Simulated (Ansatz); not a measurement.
**Single-point calculation, with input and output: Sr$_{3}$Ti$_{2}$O$_{7}$ (part 2 of 2)**

Sr$_{3}$Ti$_{2}$O$_{7}$ (I4/mmm, 12 atoms in the cell); DFT r2SCAN, scalar-relativistic, plane waves, PAW, spin-polarised (Ansatz 0.2.0); cutoff 500 eV, 6×6×6 k-mesh, Gaussian smearing of 0.1 eV, collinear spins. The structure derives from an entry of the Crystallography Open Database.

Geometry of the input (Å; fractional positions):
```
-1.9495  1.9495  10.2000
1.9495  -1.9495  10.2000
1.9495  1.9495  -10.2000
Sr 0.5000  0.5000  0.0000
Sr 0.3150  0.3150  0.0000
Sr 0.6850  0.6850  0.0000
Ti 0.0950  0.0950  0.0000
Ti 0.9050  0.9050  0.0000
O  0.0000  0.0000  0.0000
O  0.1900  0.1900  0.0000
O  0.8100  0.8100  0.0000
O  0.5950  0.0950  0.5000
O  0.0950  0.5950  0.5000
O  0.4050  0.9050  0.5000
O  0.9050  0.4050  0.5000
```

```
this state was not tested for a lower state beside it, because the mixer in use, unlike msr1, does not test its closes by its own steps (another_mixer; see scf.mixing.algorithm and scf.lower_state_search)
SCF converged after 18 iterations
Magnetization: 0.0000 μB (48.0000 up, 48.0000 down)
Absolute magnetization: 0.0000 μB (∫|ρ↑−ρ↓|, with the PAW one-centre terms)
Spin contamination: 0.0000 ħ² per cell (⟨S²⟩ above its minimum at these occupations)
Per-site moments (μB) at R_I (Å): [(-4.658266278841049e-8, 1.1339167000059451), (5.769515006775287e-8, 1.051874484375), (5.7695150017556806e-8, 1.0518744843749994), (2.910677037185391e-7, 0.7994246081249999), (2.9106770362674954e-7, 0.7994246081249994), (1.6822909101048897e-7, 0.7994246081249994), (-9.89394773102607e-7, 0.7994246081249999), (-9.893947731176391e-7, 0.7994246081250008), (1.5196386403046143e-7, 0.80416875), (1.5196386388127754e-7, 0.80416875), (1.5196386392944057e-7, 0.80416875), (1.5196386392247913e-7, 0.80416875)]
Free energy (F): -19676.665242 eV
Harris-Foulkes:  -19676.665242 eV  (|F-HF|=7.28e-12)
Internal energy: -19676.665242 eV  (E = F + TS)
E sigma→0 (E₀):  -19676.665242 eV
Fermi energy:    10.266688 eV
--- Per-component energies (eV) ---
  E_band       = -574.848606
  E_kinetic    = 2529.610747
  E_local      = -6600.491941  (includes V_loc(G=0)·N_el)
  E_nonlocal   = 937.688135
  E_hartree    = 2376.669896
  E_xc         = -1202.784876
  E_vxc        = -1555.877229  (∫ρ·V_xc dr)
  E_paw        = -11374.349771  (= ΣΔE_a)
  E_vpaw       = -733.865559  (= ΣTr[D̂ρ^β])
  E_aug_tail   = 0.007752  (compensation charges beyond the density's cutoff)
  E_vtau       = 94.739686  (kinetic-family band-sum trace: ∫τ·v_τ [+ j·A + Jᵃ·Aᵃ] dr)
  E_ewald      = -6341.846575
  E_core_change = -1.168610  (= ΣΔE_core)
  E_smearing   = -0.000000  (= −TS)
  E_closure    = 0.000000  (closes the sum)
  Σ components = -19676.665242   (vs F -19676.665242, Δ=0.00e0)
--- Forces (eV/Å), atoms counted from 1 ---
  atom   1  Sr     0.00000000    -0.00000000     0.00000000
  atom   2  Sr     0.00000000    -0.00000000     0.33829756
  atom   3  Sr    -0.00000000    -0.00000000    -0.33829756
  atom   4  Ti     0.00000000    -0.00000000     0.60395445
  atom   5  Ti    -0.00000000    -0.00000000    -0.60395445
  atom   6  O     -0.00000000     0.00000000     0.00000000
  atom   7  O      0.00000000     0.00000000     0.89638390
  atom   8  O     -0.00000000     0.00000000    -0.89638390
  atom   9  O     -0.00000000    -0.00000000    -0.12091972
  atom  10  O      0.00000000    -0.00000000    -0.12091972
  atom  11  O      0.00000000    -0.00000000     0.12091972
  atom  12  O     -0.00000000     0.00000000     0.12091972
  max |Σ_I F_I| component: 2.50e-16 eV/Å
--- Stress (GPa, compression-positive) ---
        0.343700      -0.000000       0.000000
       -0.000000       0.343700       0.000000
        0.000000      -0.000000       2.324985
  P = ⅓ Tr σ = 1.0041 GPa (10.041 kbar)
--- Band table (eV; the first three rows and the last of 60) ---
  k-point 0 ↑: bands = ["-49.3650", "-49.3642", "-24.7510", "-24.6949", "-24.6410", "-24.5779", "-24.5779", "-24.5762", "-24.5762", "-24.5203", "-24.4778", "-9.4827", "-9.3276", "-8.3774", "-8.3581", "-8.2978", "-7.7435", "-7.6976", "-6.1272", "-6.1272", "-6.0086", "-6.0086", "-5.9196", "-5.9196", "-5.8607", "-5.7970", "-5.5256", "5.3815", "6.2204", "6.2204", "6.2318", "6.2318", "6.4732", "6.5670", "7.1313", "7.1313", "7.2163", "7.2202", "7.5888", "7.6861", "7.6861", "8.0369", "8.0369", "8.5023", "8.5023", "8.7469", "8.7639", "8.7639", "11.4920", "11.5787", "12.0114", "12.0114", "13.1370", "13.1370", "13.9267", "13.9278", "14.1387", "14.2473", "14.8006", "15.4034", "15.7718"]
  k-point 1 ↑: bands = ["-49.3642", "-49.3634", "-24.7344", "-24.6977", "-24.6574", "-24.5977", "-24.5959", "-24.5819", "-24.5615", "-24.5260", "-24.4854", "-9.2329", "-9.1803", "-8.3692", "-8.3244", "-8.3120", "-7.9003", "-7.8295", "-6.1493", "-6.0272", "-5.9982", "-5.9388", "-5.9102", "-5.8452", "-5.8085", "-5.6447", "-5.5519", "5.3529", "5.5116", "5.7768", "5.9364", "6.0223", "6.1232", "6.2699", "6.3207", "6.6851", "6.8432", "7.0561", "7.1073", "7.7227", "7.9031", "7.9583", "8.0073", "8.1224", "8.1827", "8.2659", "8.3722", "8.7211", "12.3044", "12.3565", "12.3858", "12.4365", "13.1786", "13.2526", "14.6767", "14.9313", "15.1296", "15.1585", "15.5239", "16.2861", "16.3691"]
  k-point 2 ↑: bands = ["-49.3628", "-49.3620", "-24.7096", "-24.6921", "-24.6372", "-24.6352", "-24.6280", "-24.6002", "-24.5798", "-24.5416", "-24.5047", "-8.8396", "-8.6514", "-8.3503", "-8.2216", "-8.1941", "-7.8963", "-7.7924", "-6.1823", "-6.1666", "-6.1593", "-6.0748", "-5.8742", "-5.8614", "-5.7899", "-5.6478", "-5.6360", "4.8379", "5.0182", "5.2744", "5.3022", "5.3022", "5.4090", "5.4805", "5.5585", "5.7012", "6.0368", "6.2589", "6.9895", "7.4981", "7.7277", "7.9389", "8.1298", "8.4606", "8.4908", "8.5350", "8.5455", "8.9054", "13.1249", "13.1957", "13.4531", "13.5353", "13.5635", "13.7048", "15.2323", "15.3959", "15.9709", "16.9240", "17.1053", "17.1427", "17.3967"]
  k-point 29 ↓: bands = ["-49.3650", "-49.3642", "-24.7417", "-24.7120", "-24.6319", "-24.5779", "-24.5779", "-24.5762", "-24.5762", "-24.5225", "-24.4769", "-9.4488", "-9.3801", "-8.3775", "-8.3581", "-8.1982", "-7.9005", "-7.6179", "-6.1299", "-6.1299", "-6.0014", "-6.0014", "-5.9845", "-5.9241", "-5.9241", "-5.6620", "-5.5386", "5.2928", "6.2080", "6.2080", "6.2336", "6.2336", "6.3238", "6.7223", "7.1616", "7.1616", "7.2027", "7.6113", "7.6907", "7.8349", "7.8349", "7.8667", "7.8667", "8.2768", "8.4809", "8.4809", "8.7555", "8.7555", "11.4951", "11.5753", "12.1880", "12.1880", "12.9771", "12.9771", "13.8894", "13.9359", "14.0732", "14.5289", "14.7928", "15.4850", "15.8033"]
--- Löwdin populations: 12 sites ---
  site symbol       q [e]    m [muB]
     0     Sr      8.2538    -0.0000
     1     Sr      8.2834     0.0000
     2     Sr      8.2834     0.0000
     3     Ti     10.7212     0.0000
     4     Ti     10.7212     0.0000
     5      O      6.9157     0.0000
     6      O      7.1071    -0.0000
     7      O      7.1071    -0.0000
     8      O      6.9296     0.0000
     9      O      6.9296     0.0000
    10      O      6.9296     0.0000
    11      O      6.9296     0.0000
  spilling = 0.009256 (of n_electrons = 96.000000)
```

File populations.tsv
```
# site	symbol	l	j	q_up	q_dn
# orbitals = lowdin
# n_electrons = 96.000000
# spilling = 0.009256
0	Sr	0_4S	-	0.977202	0.977202
0	Sr	0_5S	-	0.161824	0.161824
0	Sr	1_4P	-	2.987888	2.987888
1	Sr	0_4S	-	0.978684	0.978684
1	Sr	0_5S	-	0.175011	0.175010
1	Sr	1_4P	-	2.988001	2.988001
2	Sr	0_4S	-	0.978684	0.978684
2	Sr	0_5S	-	0.175011	0.175010
2	Sr	1_4P	-	2.988001	2.988001
3	Ti	0_3S	-	0.953284	0.953284
3	Ti	0_4S	-	0.241903	0.241903
3	Ti	1_3P	-	2.993645	2.993645
3	Ti	2_3D	-	1.171777	1.171776
4	Ti	0_3S	-	0.953284	0.953284
4	Ti	0_4S	-	0.241903	0.241903
4	Ti	1_3P	-	2.993645	2.993645
4	Ti	2_3D	-	1.171777	1.171776
5	O	0_2S	-	0.894777	0.894777
5	O	1_2P	-	2.563081	2.563081
6	O	0_2S	-	0.920297	0.920297
6	O	1_2P	-	2.633254	2.633254
7	O	0_2S	-	0.920297	0.920297
7	O	1_2P	-	2.633254	2.633254
8	O	0_2S	-	0.894713	0.894713
8	O	1_2P	-	2.570095	2.570095
9	O	0_2S	-	0.894713	0.894713
9	O	1_2P	-	2.570095	2.570095
10	O	0_2S	-	0.894713	0.894713
10	O	1_2P	-	2.570095	2.570095
11	O	0_2S	-	0.894713	0.894713
11	O	1_2P	-	2.570095	2.570095
```

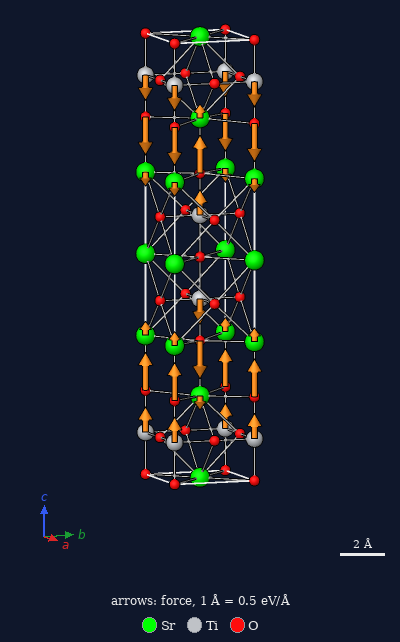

*Forces on the atoms as orange arrows (ball-and-stick view of the cell 2 times as large as that of the calculation, set on its symmetry axes, seen slightly off an axis).*

The largest act on O7, O8 (0.90 eV/Å); Ti4, Ti5 (0.60 eV/Å); Sr2, Sr3 (0.34 eV/Å). Atoms are counted from 1 in the order of the input and aren't labelled in the picture. The geometry is not a stationary point of this energy.

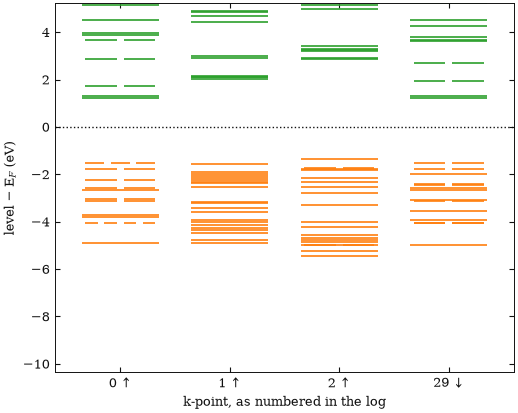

*Kohn–Sham levels near the Fermi level (dotted) at the few k-points that the log prints; levels within 0.02 eV of each other stand side by side.*

Among these points the highest filled and lowest empty levels are 2.59 eV apart; the gap on the full mesh, 2.45 eV, has an edge at a point that isn't printed.

Results in brief

- outcome: converged
- space group (tolerance 0.01 Å): I4/mmm (139)
- electrons treated: 96
- free energy: −19676.6652 eV
- Fermi energy: 10.267 eV
- gap on the k-point mesh: 2.45 eV
- net moment of the cell: 0.00 μB
- integrated absolute moment: 0.00 μB
- pressure: 1.00 GPa
- largest force (length of the vector): 0.896 eV/Å
- hardware: 2 threads of Intel Xeon @ 2.50GHz (Skylake/Cascade Lake), 189 GiB of memory available, shared host
- wall time: 2.7 min (CPU time 5.1 min)
- peak memory: 1.1 GiB

Remarks

The electronic state found may not be the lowest one. The program warns: some starting moments were not kept; the state was not tested for a lower one.
